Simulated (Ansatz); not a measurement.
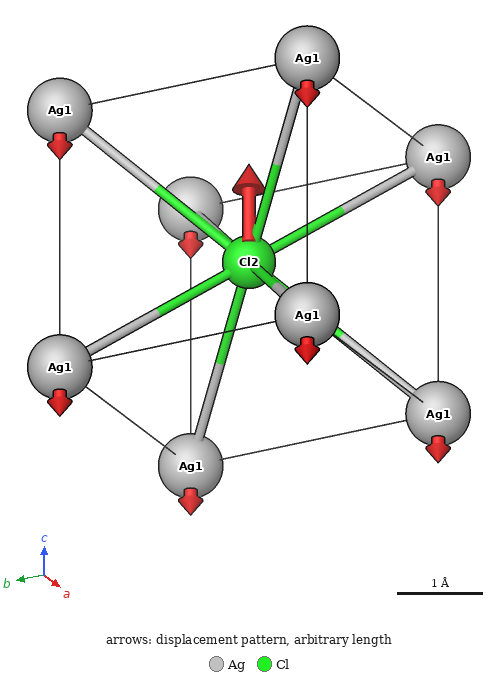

One vibrational mode of crystalline AgCl at the zone centre. Displacements are drawn as red arrows; their common scale and sign are arbitrary. A ball-and-stick model of the cell of the calculation, seen from a free direction.

These are results of DFT PBEsol, scalar-relativistic, plane waves, PAW in Ansatz, not measurements. (plane-wave cutoff 420 eV; k-point mesh 10 × 10 × 10; occupations gaussian; smearing width 0.05 eV; no spin polarisation)

Frequencies are those without the non-analytic (LO–TO) term.

Describe the mode and give its frequency.

Answer. This is the T₁u mode (triply degenerate; one member of the set is drawn) at 76 cm⁻¹, the only optical level, infrared-active by symmetry. The Cl sublattice moves against the Ag sublattice, along c; the kinetic energy is shared as Cl 75 %, Ag 25 %.
